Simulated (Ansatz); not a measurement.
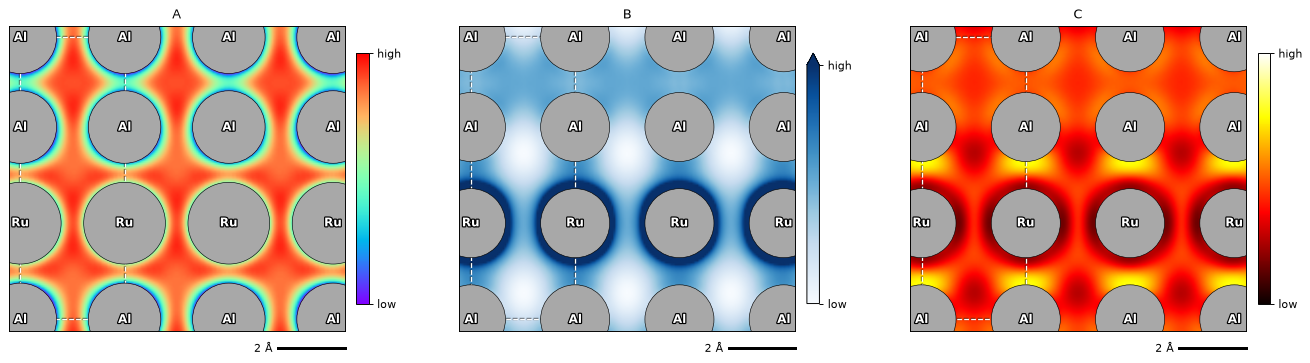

Al$_{2}$Ru: 3 fields on the (010) plane of the conventional cell, with unlabelled colour scales. Grey discs cover the atomic cores.

Space group I4/mmm; a structure from a database of computed crystals, not necessarily the ambient phase; computed without spin polarisation.

All numbers below come from DFT r2SCAN, scalar-relativistic, plane waves, PAW in Ansatz.

```
Al Ru
1.0
     3.12182    0.00000    0.00000
     0.00000    3.12182    0.00000
     0.00000    0.00000    8.44498
Al Ru
4 2
Cartesian
  0.0000 0.0000 5.5660
  1.5609 1.5609 1.3435
  0.0000 0.0000 2.8790
  1.5609 1.5609 7.1015
  0.0000 0.0000 0.0000
  1.5609 1.5609 4.2225
```

Question: Match the panels to the quantities (electron localisation function, electrostatic potential energy of an electron and valence pseudo-density).

Answer: Panel A: electrostatic potential energy of an electron (low next to the atoms, rising into the space between them). Panel B: valence pseudo-density. Panel C: electron localisation function. From the grid: Al–Al (2.69 Å): the density is about 0.24 e/Å³ at the midpoint; the ELF is about 0.50 at the midpoint. Al–Ru (2.88 Å): ρ at the midpoint is about 0.3 e/Å³; the ELF is about 0.50 at the midpoint.
